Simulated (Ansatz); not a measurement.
# Calculations on AgCl

## 1. A change

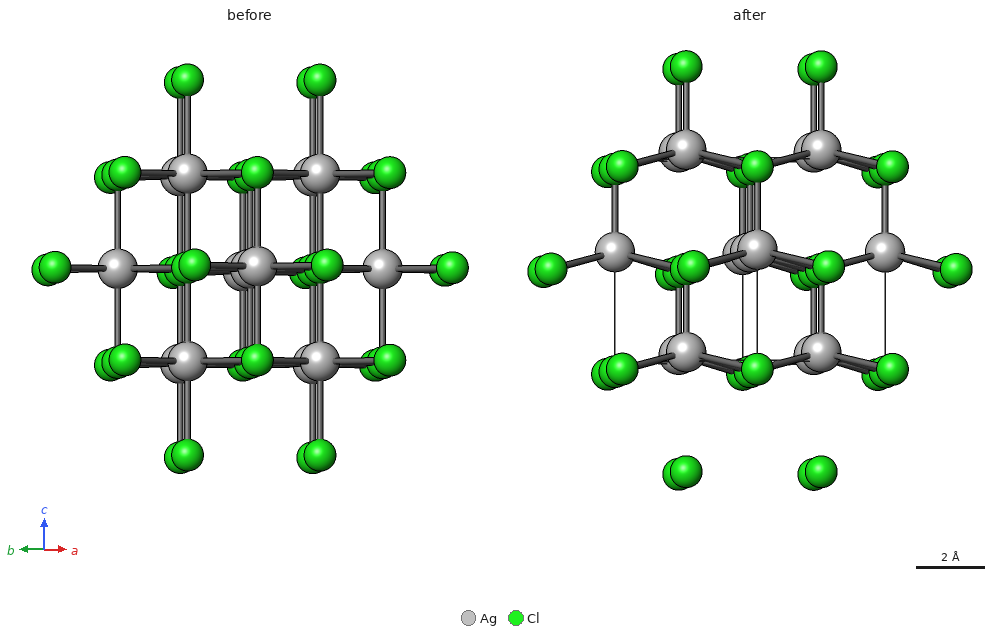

Left: a symmetric starting cell of AgCl. Right: the same structure after one change, at the same scale. A ball-and-stick model of the conventional cell (4 times the calculation's cell), seen from a free direction. Lengths and directions refer to the drawn axes.

Level of theory: DFT PBE, scalar-relativistic, plane waves, PAW (Ansatz 0.2.0). Settings: plane-wave cutoff 420 eV; k-point mesh 8 × 8 × 8; occupations gaussian; smearing width 0.02 eV; no spin polarisation.

Question: What distinguishes the right structure from the left one?

Answer: The cell is strained by +8.0 % along c and +2.0 % across it (volume +12.3 %) and atoms are displaced by 0.27 Å relative to the cell: Ag 0.27 Å along +c, Cl 0.27 Å along −c. No relaxation follows. The starting cell wasn't computed here and needn't be at equilibrium, so pressure and forces aren't due to the change alone.

Question: How do the computed properties respond?

Answer: Among the bonded contacts that change: Ag–Cl 2.773 → 2.455 to 3.534 Å. The space group (tolerance 0.01 Å) goes from Fm-3m (No. 225) to I4mm (No. 107). The pressure is 0.0 GPa (not all of it need come from the change, since the unchanged cell can be under pressure at this level too). The principal stresses (compression positive) are 4.0 GPa along c and −2.1 GPa across it. The largest forces, 0.55 eV/Å, act on Ag and Cl; on the Ag atom it points along −c. The forces point straight back along the displacements (cosine −1.00).

## 2. A change

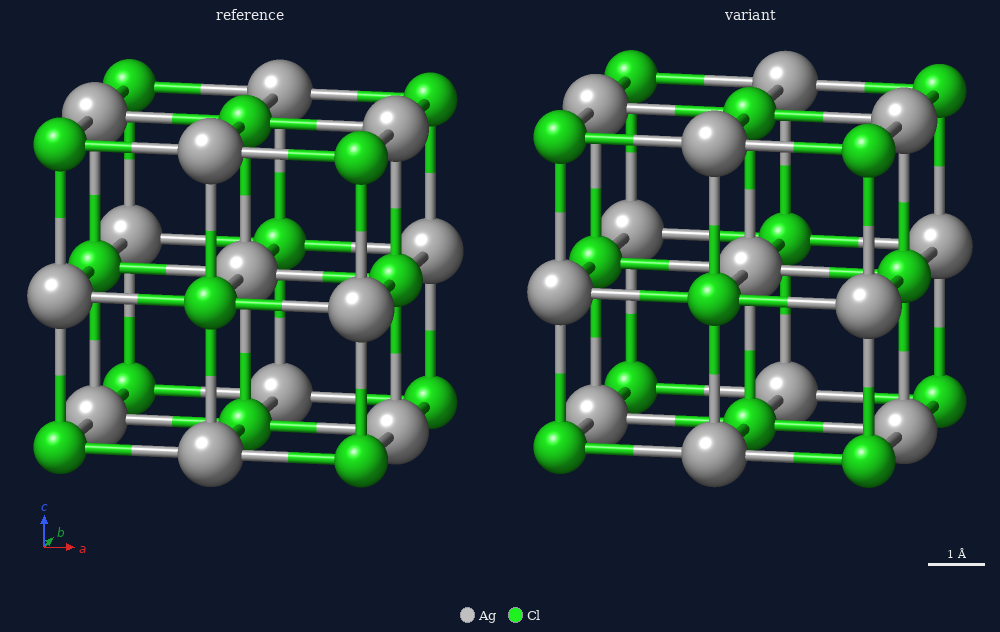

Left: a symmetric starting cell of AgCl. Right: the same structure after one change, at the same scale. The picture is a ball-and-stick view of the conventional cell (4 times the calculation's cell), seen slightly off an axis. Lengths and directions refer to the drawn axes.

Level of theory: DFT PBE, scalar-relativistic, plane waves, PAW in Ansatz 0.2.0. Set-up: plane-wave cutoff 420 eV; k-point mesh 8 × 8 × 8; occupations gaussian; smearing width 0.02 eV; no spin polarisation.

What was changed?

All lengths are scaled by +2.5 % (volume +7.6 %), the atoms keeping their fractional coordinates. No relaxation follows. The starting cell wasn't computed here and needn't be at equilibrium, so pressure and forces aren't due to the change alone.

How do the computed properties respond?

Some distances before and after: Ag–Cl 2.773 → 2.842 Å. The space group stays Fm-3m (No. 225). The pressure is −1.5 GPa (not all of it need come from the change, since the unchanged cell can be under pressure at this level too). All forces vanish by symmetry.

## 3. Distortion

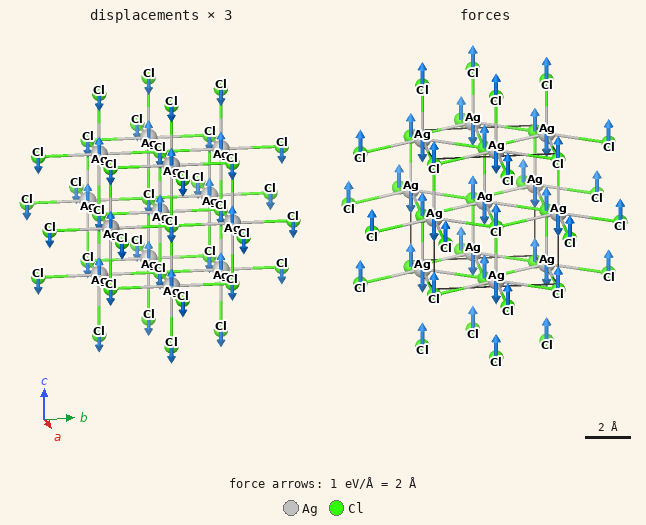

Left: a symmetric starting cell of AgCl, with blue arrows for the displacements applied to it (without the part that the change of the cell carries along). Right: the displaced structure with the computed forces. Besides, the cell is strained by +8.0 % along c and +2.0 % across it (volume +12.3 %). A ball-and-stick model of the conventional cell (4 times the calculation's cell), seen slightly off an axis. Lengths and directions refer to the drawn axes.

Computed with Ansatz, DFT PBE, scalar-relativistic, plane waves, PAW. Set-up: plane-wave cutoff 420 eV; k-point mesh 8 × 8 × 8; occupations gaussian; smearing width 0.02 eV; no spin polarisation.

> Describe the distortion and the response.

Atoms are displaced by 0.27 Å relative to the cell: Ag 0.27 Å along +c, Cl 0.27 Å along −c. No relaxation follows. The starting cell wasn't computed here and needn't be at equilibrium, so pressure and forces aren't due to the change alone. The pressure is 0.0 GPa (not all of it need come from the change, since the unchanged cell can be under pressure at this level too). The principal stresses (compression positive) are 4.0 GPa along c and −2.1 GPa across it. The largest forces, 0.55 eV/Å, act on Ag and Cl; on the Ag atom it points along −c. The forces point straight back along the displacements (cosine −1.00). Near-neighbour distances before and after: Ag–Cl 2.773 → 2.455 to 3.534 Å. The space group (tolerance 0.01 Å) goes from Fm-3m (No. 225) to I4mm (No. 107).
